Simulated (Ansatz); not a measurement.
**Ni: density, localisation and related maps**

Input file:

```
crystal:
  lattice:
    - [5.401942273, 0.0, 0.0]
    - [0.0, 5.401942273, 0.0]
    - [-1.6205826819, -0.5401942273, 1.7165924868]
  atoms:
    - { symbol: Ni, position: [0.0, 0.0, 0.0], spin: 0.7 }
    - { symbol: Ni, position: [0.2, 0.4, 0.0], spin: 0.7 }
    - { symbol: Ni, position: [0.4, 0.8, 0.0], spin: 0.7 }
    - { symbol: Ni, position: [0.6, 0.2, 0.0], spin: 0.7 }
    - { symbol: Ni, position: [0.8, 0.6, 0.0], spin: 0.7 }
basis:
  ecutwfc: 420
kpoints:
  mp_grid: { grid: [7, 7, 20] }
hamiltonian:
  xc: lda
scf:
  occupations: { method: gaussian, width: 0.1 }
output:
  forces: true
  stress: true
  eigenvalues: true
  populations: true
  write_density: true
  write_potential: true
  elf: true
  volumetric_format: npy
magnetization:
  spin_polarized: true
relax:
  adjacent_minimum: "off"
  f_tol: 0.01
  max_steps: 50
  cell: { fix: [a, b, gamma], stress_tol: 0.1 }
```

Command:

```sh
ansatz run input.yaml --threads 8 --pin off --max-ram 20480MiB --backend cpu --events-out ev --progress --plain --runs-dir out
```

The fields are those of the relaxed geometry.

Space group I4/mmm; a structure from a database of computed crystals, not necessarily the ambient phase; spin-polarised.

All numbers below come from Ansatz 0.2.0, DFT LDA, scalar-relativistic, plane waves, PAW.

Core electrons are frozen (PAW), and the valence fields are smoothed inside the atomic spheres.

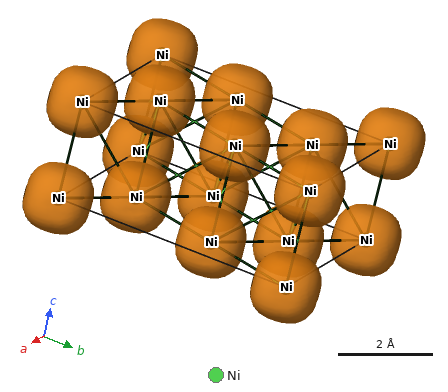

Figure 1. Isosurface of the spin density (up minus down) at +0.04 e/Å³ (orange), seen slightly off an axis. Sticks mark near contacts.

Describe the spin distribution.

Answer. The spin density sits on Ni: +0.6 μB (×5) in one cell of 5 atoms: parallel main moments (a ferromagnetic arrangement) in this solution. The cell of the calculation (5 atoms) carries 3.0 μB of net spin moment.

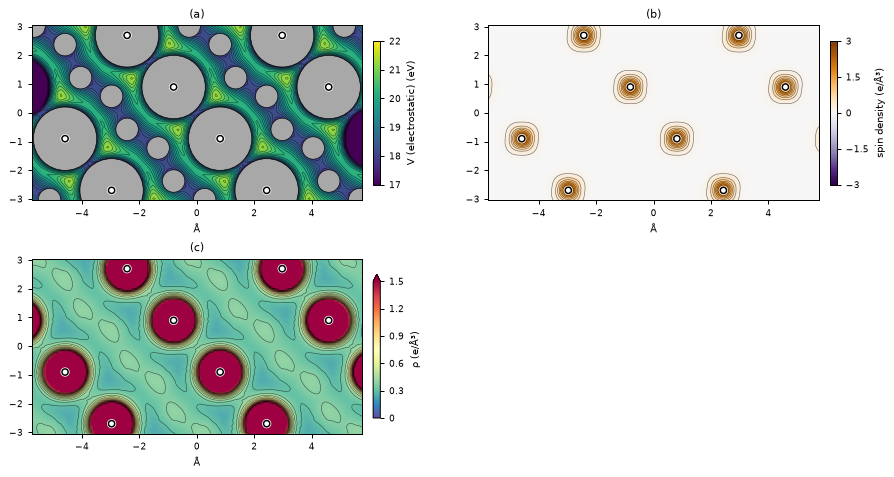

Figure 2. (a) electrostatic potential energy of an electron; (b) spin density; (c) valence charge density (pseudo) on the (010) plane of the calculation cell. Circles mark the nuclei in the plane (Ni). Grey discs cover the atomic cores in the potential map.

What does the map show?

Answer. Atoms in the plane: Ni.
Ni–Ni (2.42 Å): ρ at the midpoint is about 0.37 e/Å³.
Between the atoms the lowest density in this plane is 0.24 e/Å³.

Outside the cores the potential energy rises away from the atoms and is highest about 1.4 Å from the nearest atoms; its zero is arbitrary.

Does the calculation make it a metal, or give it a gap?

Answer. It is gapless in this calculation (a metal or semimetal).
